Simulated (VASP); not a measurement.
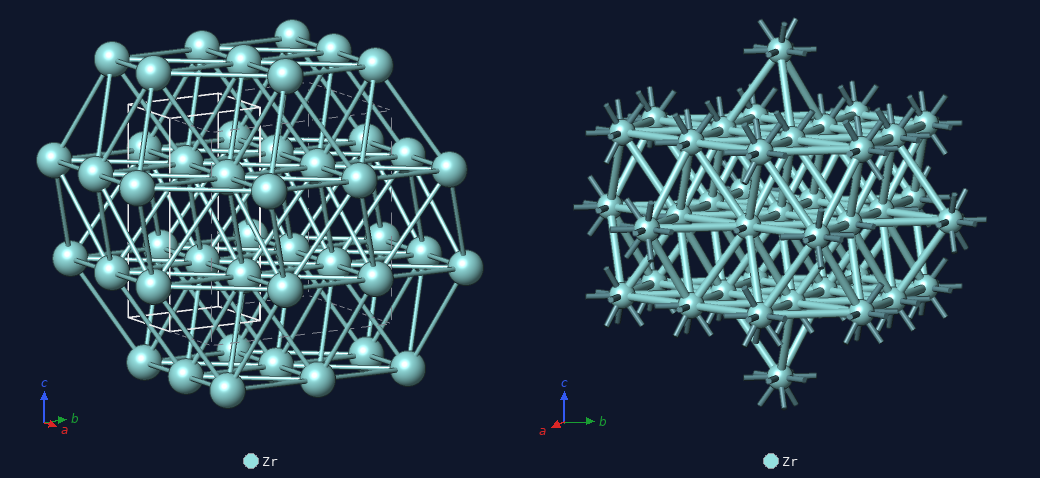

Left: the structure. Right: its underlying net. Nodes are coloured by element. Edges to nodes outside the piece are drawn as stubs.

The compound is Zr (space group P6_3/mmc, No. 194), taken as an entry of the Crystallography Open Database, as set up for an electronic-structure calculation.

Bonds are taken as Zr–Zr below 3.6 Å; no other contact counts. Simplification: prune 0- and 1-connected atoms, fold 2-connected ones into links.

The result is a uninodal 12-connected, three-periodic net: Zr is a 12-connected node. It is the hcp net, known from hexagonal close packing. It is a single net, without interpenetration.

| node | links | point symbol | coordination sequence |
| --- | --- | --- | --- |
| Zr | 12 | 3²⁴·4³³·5⁹ | 12 44 96 170 264 380 516 674 |
